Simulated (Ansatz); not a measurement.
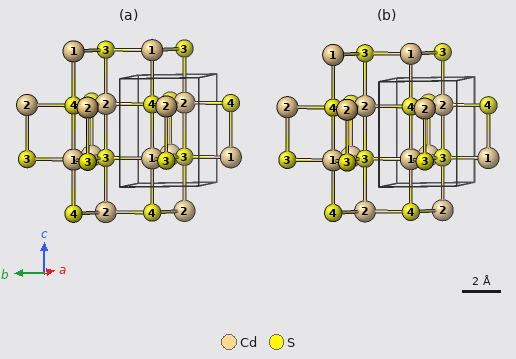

The structure of crystalline CdS (built on the h-MgO (five-fold) type) before (left) and after (right) a relaxation, at one scale.

Style: ball-and-stick. Shown: the cell of the calculation, repeated 1 × 2 × 1 with one cell outlined, from a free direction.

Method: DFT, PBEsol, plane waves, PAW in Ansatz. (plane-wave cutoff 420 eV; k-point mesh 6 × 6 × 4; occupations fermi dirac; smearing width 0.02 eV; no spin polarisation; cell and atoms relaxed; force threshold 0.005 eV/Å)

What changed between the two?

The atoms keep their places relative to the cell (all moves are under 0.005 Å). The volume changes by −5.3 %, with a = b 4.432 → 4.373 Å (−1.3 %), c 5.831 → 5.674 Å (−2.7 %). Near-neighbour distances that change, for instance: Cd1–S4 2.915 → 2.837 Å, Cd1–S3 2.559 → 2.525 Å. The space group stays P6_3/mmc (No. 194). Over 3 accepted moves (4 points after the start) the energy falls by 13.0 meV per atom. All forces vanish by symmetry, so only the cell relaxes. The pressure goes from −3.04 to 0.00 GPa. The SCF was repeated once at an unchanged geometry on a basis and grid sized afresh for the cell, which shifted the energy by 0.2 meV per atom at most. The run took roughly 19 core-seconds on a shared host.
